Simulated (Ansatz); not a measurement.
Cell and atoms:

```xyz
6
Lattice="3.2214 0.0000 0.0000 -1.6107 2.7898 0.0000 0.0000 0.0000 15.5898" Properties=species:S:1:pos:R:3 pbc="T T T"
W     1.6107    0.9299   11.6923
W     0.0000    1.8599    3.8974
Se    0.0000    1.8599   13.4085
Se    1.6107    0.9299    5.6136
Se    0.0000    1.8599    9.9762
Se    1.6107    0.9299    2.1813
```

> Say what kind of structure these coordinates give.

Its composition is WSe₂. It is primitive hexagonal, space group P6_3/mmc (No. 194). The structure is of the kind named 2H molybdenite (MoS₂) type. The cell has 6 atoms, namely 2 W, 4 Se. Each W atom is coordinated by six Se in a trigonal prismatic arrangement at 2.53 Å. Each Se has three W in a trigonal pyramidal arrangement at 2.53 Å. Not all metal-metal contacts are counted. The bonds build WSe2 layers parallel to (001).

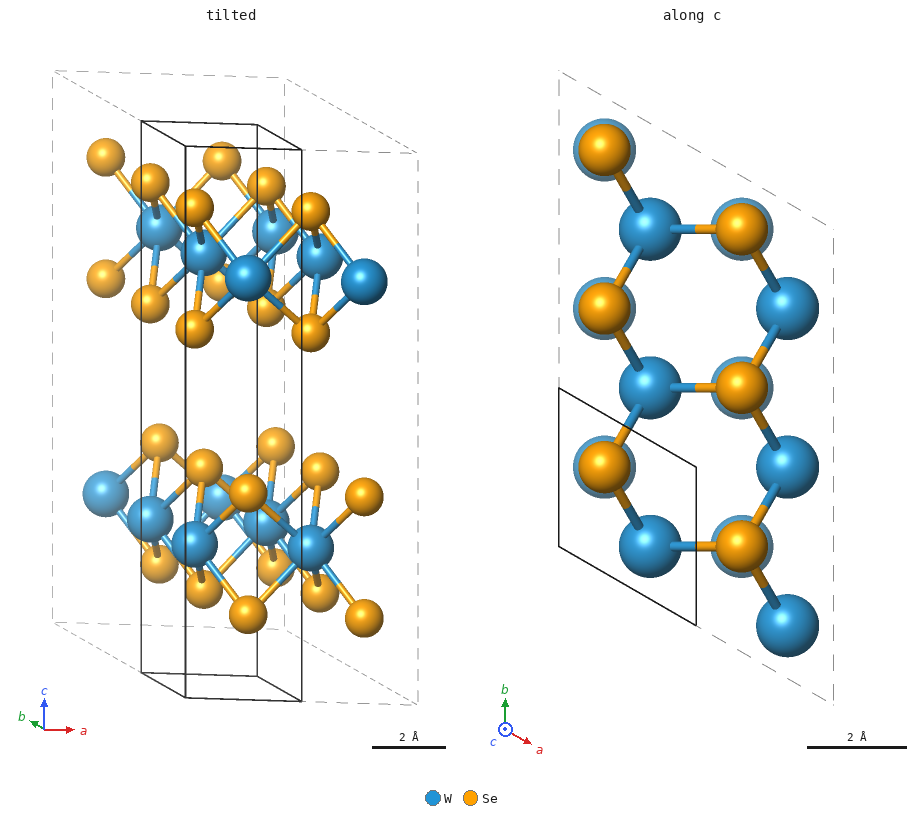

Ball-and-stick representation of a periodic structure, projected slightly off an axis and along the c axis. One conventional unit cell is drawn solid; the view covers 2×3×1 cells. Colours: tungsten blue, selenium orange.

Provenance: a structure listed in the Materials Project. The cell was then strained or its atoms displaced on purpose. It was the input of a calculation with Ansatz.

At this level of theory the run's own cell isn't at rest (compressed, at 4 GPa), so its distances can differ from those at equilibrium, the more so the softer the solid.
